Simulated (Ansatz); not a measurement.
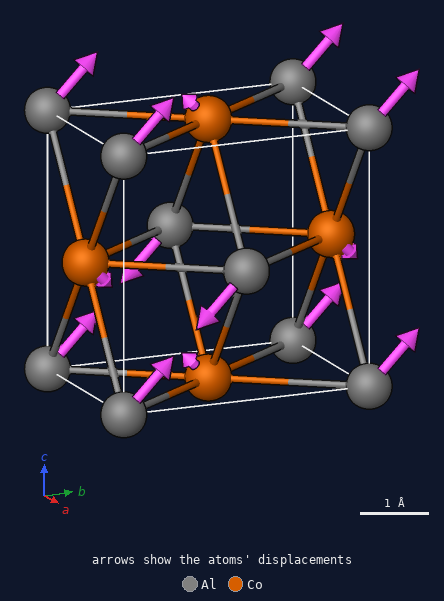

One vibrational mode of crystalline AlCo at the zone centre of a doubled cell. Displacements are drawn as pink arrows; their common scale and sign are arbitrary. Style: ball-and-stick. Shown: the cell of the calculation, slightly off an axis.

Level of theory: DFT PBEsol, scalar-relativistic, plane waves, PAW in Ansatz.

The input:
```yaml
crystal:
  lattice:
    - [-2.822585536, 0.0, 0.0]
    - [0.0, 2.822585536, 2.822585536]
    - [0.0, 2.822585536, -2.822585536]
  atoms:
    - { symbol: Al, position: [0.0, 0.0, 0.0] }
    - { symbol: Al, position: [0.0, 0.5, 0.5] }
    - { symbol: Co, position: [0.5, 0.5, 0.0] }
    - { symbol: Co, position: [0.5, 0.0, 0.5] }
basis:
  ecutwfc: 420
kpoints:
  mp_grid: { grid: [22, 16, 16] }
hamiltonian:
  xc: pbesol
scf:
  occupations: { method: gaussian, width: 0.15 }
output:
  eigenvalues: true
phonons:
  method: fd
  supercell: [1, 1, 1]
  amplitude: 0.02
  eigenvectors: true
  dielectric: false
```

Command:
```bash
ansatz run input.yaml --threads 2 --pin off --max-ram 5120MiB --backend cpu --events-out ev --progress --plain --runs-dir out
```

Give the character and frequency of this mode.

This is a doubly degenerate mode (one member of the set is drawn) at 398 cm⁻¹, the highest level (the three translations aside). Atoms of one kind move against one another, with no net shift of any sublattice; the kinetic energy is shared as Al 76 %, Co 24 %. It changes sign from one half of the doubled cell to the other: it belongs to the zone boundary, q = (0, 1/2, 1/2) in the reciprocal vectors of the undoubled cell.

Limits of the set-up: an element that often carries a moment was run without spin polarisation.
